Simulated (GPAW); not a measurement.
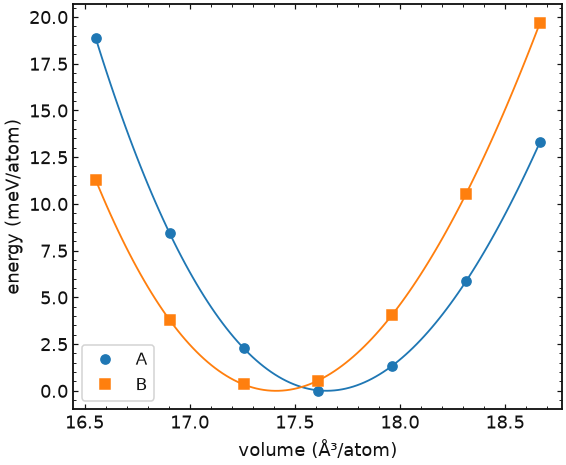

The figure shows the energy against volume, with one curve for each functional, for MgS (space group Fm-3m). The labels are replaced by letters. In alphabetical order the cases are: PBEsol; r2SCAN.

How it was computed, with GPAW 26.7.0: PAW DFT in plane waves, on a grid or in atomic orbitals, no spin polarisation; energies at scaled volumes of the given cell, shape and fractions fixed, counted from the fit's minimum, third-order Birch-Murnaghan fit. All runs: no spin polarisation.

k mesh 9×9×9; occupations Fermi–Dirac; smearing width 0.05 eV; wave cutoff 800 eV.

**Which letter stands for which functional?**

A: r2SCAN; B: PBEsol.
